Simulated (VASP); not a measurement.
**Geometry relaxation of KTaO3 (part 3 of 3)**

The same run, continued: KTaO3 (5 atoms in the cell); Kohn-Sham DFT of a periodic cell, LDA, VASP PAW LDA potentials, recommended, no spin polarisation (VASP 6.6.1); cutoff 600 eV, 8×8×8 k-mesh, Gaussian smearing of 0.02 eV. The structure was built on a prototype by a generator; it need not be a known phase.

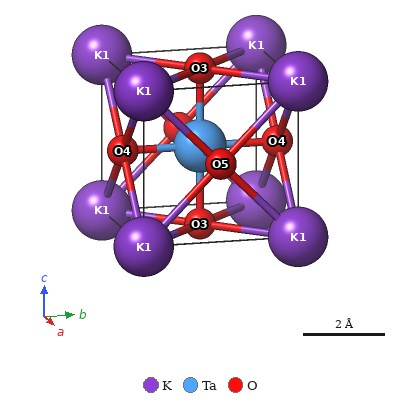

*The geometry at step 3 of the log (ball-and-stick view of the cell of the calculation, seen slightly off an axis; atoms are numbered from 1 in the order of the input).*

## Parts of OUTCAR, continued
```
  FREE ENERGIE OF THE ION-ELECTRON SYSTEM (eV)
  ---------------------------------------------------
  free  energy   TOTEN  =       -45.0714570696 eV

  energy  without entropy=      -45.0714570696  energy(sigma->0) =      -45.07145707

--------------------------------------- Ionic step        5  -------------------------------------------

 number of electron      37.9999982 magnetization

------------------------ aborting loop because EDIFF is reached ----------------------------------------

  FORCE on cell =-STRESS in cart. coord.  units (eV):
  Direction    XX          YY          ZZ          XY          YZ          ZX
  --------------------------------------------------------------------------------------
  -------------------------------------------------------------------------------------
  Total       -0.0249593     -0.0249593     -0.0249593      0.0000000     -0.0000000      0.0000000
  in kB       -0.6444220     -0.6444220     -0.6444220      0.0000000     -0.0000000      0.0000000
  external PRESSURE =      -0.6444220 kB  Pullay stress =       0.0000000 kB

 VOLUME and BASIS-vectors are now :
 -----------------------------------------------------------------------------
  energy-cutoff  :      600.00
  volume of cell :       62.05
      direct lattice vectors                 reciprocal lattice vectors
     3.959050891 -0.000000000  0.000000000     0.252585791  0.000000000  0.000000000
    -0.000000000  3.959050891  0.000000000     0.000000000  0.252585791  0.000000000
    -0.000000000 -0.000000000  3.959050891    -0.000000000 -0.000000000  0.252585791

 POSITION                                       TOTAL-FORCE (eV/Angst)
 -----------------------------------------------------------------------------------
      3.95905     -0.00000      3.95905        -0.000000     -0.000000      0.000000
      1.97953      1.97953      1.97953         0.000000      0.000000      0.000000
      1.97953      1.97953      3.95905        -0.000000      0.000000      0.000000
      1.97953      3.95905      1.97953        -0.000000     -0.000000      0.000000
     -0.00000      1.97953      1.97953        -0.000000     -0.000000      0.000000
 -----------------------------------------------------------------------------------
    total drift:                                0.000000     -0.000000     -0.000000

  FREE ENERGIE OF THE ION-ELECTRON SYSTEM (eV)
  ---------------------------------------------------
  free  energy   TOTEN  =       -45.0714566743 eV

  energy  without entropy=      -45.0714566743  energy(sigma->0) =      -45.07145667

--------------------------------------- Ionic step        6  -------------------------------------------

 number of electron      37.9999982 magnetization

 Free energy of the ion-electron system (eV)
  ---------------------------------------------------
  ext. energy  EPLUGINS =         0.00000000
  ---------------------------------------------------
  free energy    TOTEN  =       -45.07146039 eV

  energy without entropy =      -45.07146039  energy(sigma->0) =      -45.07146039

 E-fermi :   1.7688     XC(G=0): -11.5442     alpha+bet :-11.4333

 val. band max:        1.6787486786   @ k =   0.5000   0.5000   0.5000
 cond. band min:       3.7459418523   @ k =   0.0000   0.0000   0.0000
 fundamental gap:      2.0671931737
 Fermi energy:         1.7688393404

 k-point     1 :       0.0000    0.0000    0.0000
  band No.  band energies     occupation
      1     -32.1354      2.00000
      2     -32.1354      2.00000
      3     -32.1354      2.00000
      4     -25.1778      2.00000
      5     -15.6605      2.00000
      6     -14.9160      2.00000
      7     -14.9160      2.00000
      8      -8.9870      2.00000
      9      -8.9870      2.00000
     10      -8.9870      2.00000
     11      -0.7369      2.00000
     12      -0.7369      2.00000
     13      -0.7369      2.00000
     14       0.5644      2.00000
     15       0.5644      2.00000
     16       0.5644      2.00000
     17       1.0650      2.00000
     18       1.0650      2.00000
     19       1.0650      2.00000
     20       3.7459      0.00000
     21       3.7459      0.00000
     22       3.7459      0.00000
     23       8.2362      0.00000

 k-point     2 :       0.1250    0.0000    0.0000
  band No.  band energies     occupation
      1     -32.1505      2.00000
      2     -32.1348      2.00000
      3     -32.1348      2.00000
      4     -25.1726      2.00000
      5     -15.6141      2.00000
      6     -14.9120      2.00000
      7     -14.8248      2.00000
      8      -8.9806      2.00000
      9      -8.9806      2.00000
     10      -8.9609      2.00000
     11      -1.1170      2.00000
     12      -0.7631      2.00000
     13      -0.7631      2.00000
     14       0.3106      2.00000
     15       0.3106      2.00000
     16       0.4835      2.00000
     17       0.5916      2.00000
     18       0.9781      2.00000
     19       0.9781      2.00000
     20       3.7706      0.00000
     21       4.2638      0.00000
     22       4.2638      0.00000
     23       8.5178      0.00000

 k-point     3 :       0.2500    0.0000    0.0000
  band No.  band energies     occupation
      1     -32.1865      2.00000
      2     -32.1334      2.00000
      3     -32.1334      2.00000
      4     -25.1600      2.00000
      5     -15.5641      2.00000
      6     -14.9024      2.00000
      7     -14.5133      2.00000
      8      -8.9650      2.00000
      9      -8.9650      2.00000
     10      -8.8971      2.00000
     11      -2.2240      2.00000
     12      -0.8337      2.00000
     13      -0.8337      2.00000
     14      -0.1939      2.00000
     15      -0.1939      2.00000
     16      -0.0549      2.00000
     17       0.2980      2.00000
     18       0.8951      2.00000
     19       0.8951      2.00000
     20       3.8317      0.00000
     21       5.3318      0.00000
     22       5.3318      0.00000
     23       8.7903      0.00000

 k-point     4 :       0.3750    0.0000    0.0000
  band No.  band energies     occupation
      1     -32.2221      2.00000
      2     -32.1319      2.00000
      3     -32.1319      2.00000
      4     -25.1474      2.00000
      5     -15.5652      2.00000
      6     -14.8928      2.00000
      7     -14.0977      2.00000
      8      -8.9494      2.00000
      9      -8.9494      2.00000
     10      -8.8326      2.00000
     11      -3.3906      2.00000
     12      -0.9284      2.00000
     13      -0.9284      2.00000
     14      -0.5575      2.00000
     15      -0.5575      2.00000
     16      -0.4301      2.00000
     17       0.1242      2.00000
     18       0.8453      2.00000
     19       0.8453      2.00000
     20       3.8949      0.00000
     21       6.3358      0.00000
     22       6.3358      0.00000
     23       8.7548      0.00000

 k-point     5 :       0.5000    0.0000    0.0000
  band No.  band energies     occupation
      1     -32.2367      2.00000
      2     -32.1313      2.00000
      3     -32.1313      2.00000
      4     -25.1421      2.00000
      5     -15.5732      2.00000
      6     -14.8888      2.00000
      7     -13.8977      2.00000
      8      -8.9429      2.00000
      9      -8.9429      2.00000
     10      -8.8056      2.00000
     11      -3.8736      2.00000
     12      -0.9833      2.00000
     13      -0.9833      2.00000
     14      -0.6701      2.00000
     15      -0.6701      2.00000
     16      -0.5567      2.00000
     17       0.0553      2.00000
     18       0.8281      2.00000
     19       0.8281      2.00000
     20       3.9217      0.00000
     21       6.7624      0.00000
     22       6.7624      0.00000
     23       8.7474      0.00000

 [... the levels of 18 k-points are left out ...]

 k-point    24 :       0.5000    0.3750    0.1250
  band No.  band energies     occupation
      1     -32.2313      2.00000
      2     -32.2161      2.00000
      3     -32.1426      2.00000
      4     -25.1248      2.00000
      5     -15.0326      2.00000
      6     -14.1544      2.00000
      7     -13.9554      2.00000
      8      -9.0347      2.00000
      9      -8.9969      2.00000
     10      -8.9082      2.00000
     11      -3.8903      2.00000
     12      -3.3902      2.00000
     13      -2.8218      2.00000
     14      -1.5529      2.00000
     15      -1.4682      2.00000
     16      -0.5942      2.00000
     17       0.5001      2.00000
     18       0.5247      2.00000
     19       1.5176      2.00000
     20       6.5650      0.00000
     21       6.9418      0.00000
     22       7.8496      0.00000
     23      10.2961      0.00000

 [... further k-points ...]

------------------------ aborting loop because EDIFF is reached ----------------------------------------

  FORCE on cell =-STRESS in cart. coord.  units (eV):
  Direction    XX          YY          ZZ          XY          YZ          ZX
  --------------------------------------------------------------------------------------
  -------------------------------------------------------------------------------------
  Total        0.0006880      0.0006880      0.0006880     -0.0000000     -0.0000000      0.0000000
  in kB        0.0177678      0.0177678      0.0177678     -0.0000000     -0.0000000      0.0000000
  external PRESSURE =       0.0177678 kB  Pullay stress =       0.0000000 kB

 VOLUME and BASIS-vectors are now :
 -----------------------------------------------------------------------------
  energy-cutoff  :      600.00
  volume of cell :       62.04
      direct lattice vectors                 reciprocal lattice vectors
     3.958652869  0.000000000  0.000000000     0.252611187  0.000000000  0.000000000
    -0.000000000  3.958652869  0.000000000    -0.000000000  0.252611187  0.000000000
    -0.000000000 -0.000000000  3.958652869     0.000000000 -0.000000000  0.252611187

 POSITION                                       TOTAL-FORCE (eV/Angst)
 -----------------------------------------------------------------------------------
     -0.00000      0.00000      0.00000        -0.000000      0.000000      0.000000
      1.97933      1.97933      1.97933         0.000000      0.000000      0.000000
      1.97933      1.97933      0.00000        -0.000000      0.000000      0.000000
      1.97933      0.00000      1.97933        -0.000000     -0.000000      0.000000
     -0.00000      1.97933      1.97933         0.000000     -0.000000      0.000000
 -----------------------------------------------------------------------------------
    total drift:                                0.000000     -0.000000     -0.000000

  FREE ENERGIE OF THE ION-ELECTRON SYSTEM (eV)
  ---------------------------------------------------
  free  energy   TOTEN  =       -45.0714603872 eV

  energy  without entropy=      -45.0714603872  energy(sigma->0) =      -45.07146039

 reached required accuracy - stopping structural energy minimisation
```

## CONTCAR
```
KTaO3
   1.00000000000000
     3.9586528690444522    0.0000000000000000    0.0000000000000000
    -0.0000000000000000    3.9586528690444522    0.0000000000000000
    -0.0000000000000000   -0.0000000000000000    3.9586528690444522
  K               Ta              O
     1     1     3
Direct
     0.0000000000000000    0.0000000000000000    0.0000000000000000
     0.5000000000000000    0.5000000000000000    0.5000000000000000
     0.5000000000000000    0.5000000000000000    0.0000000000000000
     0.5000000000000000    0.0000000000000000    0.5000000000000000
     0.0000000000000000    0.5000000000000000    0.5000000000000000

  0.00000000E+00  0.00000000E+00  0.00000000E+00
  0.00000000E+00  0.00000000E+00  0.00000000E+00
  0.00000000E+00  0.00000000E+00  0.00000000E+00
  0.00000000E+00  0.00000000E+00  0.00000000E+00
  0.00000000E+00  0.00000000E+00  0.00000000E+00
```

## Trajectory as extended XYZ (Å, eV, eV/Å), 6 frames, from step=0 to step=5
```
5
Lattice="3.9949 0.0000 0.0000 0.0000 3.9949 0.0000 0.0000 0.0000 3.9949" Properties=species:S:1:pos:R:3:forces:R:3 step=0 energy=-45.04069
K     0.0000    0.0000    0.0000    0.0000   0.0000   0.0000
Ta    1.9974    1.9974    1.9974    0.0000   0.0000   0.0000
O     1.9974    1.9974    0.0000    0.0000   0.0000   0.0000
O     1.9974    0.0000    1.9974    0.0000   0.0000   0.0000
O     0.0000    1.9974    1.9974    0.0000   0.0000   0.0000
5
Lattice="3.9091 0.0000 0.0000 0.0000 3.9091 0.0000 0.0000 -0.0000 3.9091" Properties=species:S:1:pos:R:3:forces:R:3 step=1 energy=-45.00918
K     0.0000    0.0000    0.0000    0.0000   0.0000   0.0000
Ta    1.9545    1.9545    1.9545    0.0000   0.0000   0.0000
O     1.9545    1.9545    0.0000    0.0000   0.0000   0.0000
O     1.9545    0.0000    1.9545    0.0000   0.0000   0.0000
O     0.0000    1.9545    1.9545    0.0000   0.0000   0.0000
5
Lattice="3.9590 0.0000 0.0000 0.0000 3.9590 0.0000 0.0000 -0.0000 3.9590" Properties=species:S:1:pos:R:3:forces:R:3 step=2 energy=-45.07146
K     0.0000    0.0000    0.0000    0.0000   0.0000   0.0000
Ta    1.9795    1.9795    1.9795    0.0000   0.0000   0.0000
O     1.9795    1.9795    0.0000    0.0000   0.0000   0.0000
O     1.9795    0.0000    1.9795    0.0000   0.0000   0.0000
O     0.0000    1.9795    1.9795    0.0000   0.0000   0.0000
5
Lattice="3.9583 0.0000 0.0000 0.0000 3.9583 0.0000 0.0000 -0.0000 3.9583" Properties=species:S:1:pos:R:3:forces:R:3 step=3 energy=-45.07146
K     0.0000    0.0000    0.0000    0.0000   0.0000   0.0000
Ta    1.9791    1.9791    1.9791    0.0000   0.0000   0.0000
O     1.9791    1.9791    0.0000    0.0000   0.0000   0.0000
O     1.9791    0.0000    1.9791    0.0000   0.0000   0.0000
O     0.0000    1.9791    1.9791    0.0000   0.0000   0.0000
5
Lattice="3.9591 -0.0000 0.0000 -0.0000 3.9591 0.0000 -0.0000 -0.0000 3.9591" Properties=species:S:1:pos:R:3:forces:R:3 step=4 energy=-45.07146
K     3.9591    0.0000    3.9591    0.0000   0.0000   0.0000
Ta    1.9795    1.9795    1.9795    0.0000   0.0000   0.0000
O     1.9795    1.9795    3.9591    0.0000   0.0000   0.0000
O     1.9795    3.9591    1.9795    0.0000   0.0000   0.0000
O     0.0000    1.9795    1.9795    0.0000   0.0000   0.0000
5
Lattice="3.9587 0.0000 0.0000 -0.0000 3.9587 0.0000 -0.0000 -0.0000 3.9587" Properties=species:S:1:pos:R:3:forces:R:3 step=5 energy=-45.07146
K     0.0000    0.0000    0.0000    0.0000   0.0000   0.0000
Ta    1.9793    1.9793    1.9793    0.0000   0.0000   0.0000
O     1.9793    1.9793    0.0000    0.0000   0.0000   0.0000
O     1.9793    0.0000    1.9793    0.0000   0.0000   0.0000
O     0.0000    1.9793    1.9793    0.0000   0.0000   0.0000
```

This output came from the following input.

## INCAR
```
SYSTEM = KTaO3
PREC = Accurate
ENCUT = 600
EDIFF = 1E-6
ISMEAR = 0
SIGMA = 0.02
LREAL = .FALSE.
LASPH = .TRUE.
NELM = 100
ALGO = Fast
ISIF = 3
LWAVE = .FALSE.
LCHARG = .FALSE.
GGA = CA
IBRION = 2
NSW = 100
EDIFFG = -0.002
```

## KPOINTS
```
Automatic mesh
0
G
  8 8 8
  0 0 0
```

## POSCAR
```
KTaO3
1.0
    3.9948813700      0.0000000000      0.0000000000
    0.0000000000      3.9948813700      0.0000000000
    0.0000000000      0.0000000000      3.9948813700
K Ta O
1 1 3
Direct
    0.0000000000      0.0000000000      0.0000000000
    0.5000000000      0.5000000000      0.5000000000
    0.5000000000      0.5000000000      0.0000000000
    0.5000000000      0.0000000000      0.5000000000
    0.0000000000      0.5000000000      0.5000000000
```

Run as:
```bash
cat potpaw_LDA.64/K_sv/POTCAR potpaw_LDA.64/Ta_pv/POTCAR potpaw_LDA.64/O/POTCAR > POTCAR
mpirun -np 1 vasp_std > vasp.out
```

## Summary

- outcome: converged
- space group (tolerance 0.01 Å): Pm-3m (221)
- electrons treated: 38
- free energy: −45.0715 eV
- gap on the k-point mesh: 2.07 eV
- pressure: 0.00 GPa
- final volume: 62.04 Å³
- largest force (length of the vector) at the end: under 0.001 eV/Å
- final cell: a = 3.959 Å, b = 3.959 Å, c = 3.959 Å, α = 90.00°, β = 90.00°, γ = 90.00°
- hardware: 1 thread of Intel Xeon (Emerald Rapids), 360 GiB of memory available, shared host
- wall time: 2.2 min
- peak memory: 0.21 GiB

## Remarks

Points of doubt noted for this run: lda forms differ. Spin–orbit coupling is left out, which matters for Ta.
